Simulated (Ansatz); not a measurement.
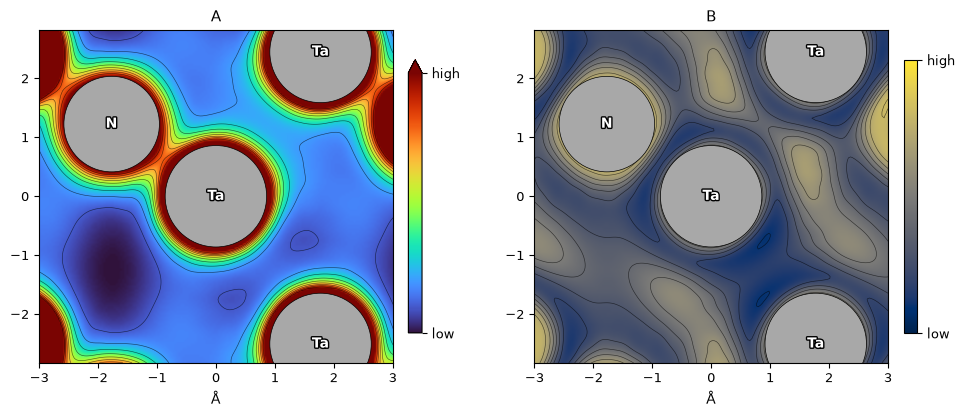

Ta₂N: 2 fields on the (100) plane of the conventional cell, with unlabelled colour scales. Grey discs cover the atomic cores.

Space group P-31m; a structure from a database of computed crystals, not necessarily the ambient phase; computed without spin polarisation; PAW files of the earlier set (soft_1).

All numbers below come from DFT PBE, scalar-relativistic, plane waves, PAW (Ansatz).

**Which field does each panel show? The fields are: electron localisation function and valence pseudo-density.**

Panel A: valence pseudo-density. Panel B: electron localisation function. From the grid: Ta–N (2.15 Å): ρ at the midpoint is about 0.62 e/Å³; the ELF peaks at about 0.80 in the valence shell of N, 0.6 Å from its nucleus, and drops to about 0.20 between the two atoms (no localised pair shows between them). Ta–Ta (3.03 Å): the density is about 0.28 e/Å³ at the midpoint; the ELF is about 0.40 at the midpoint.
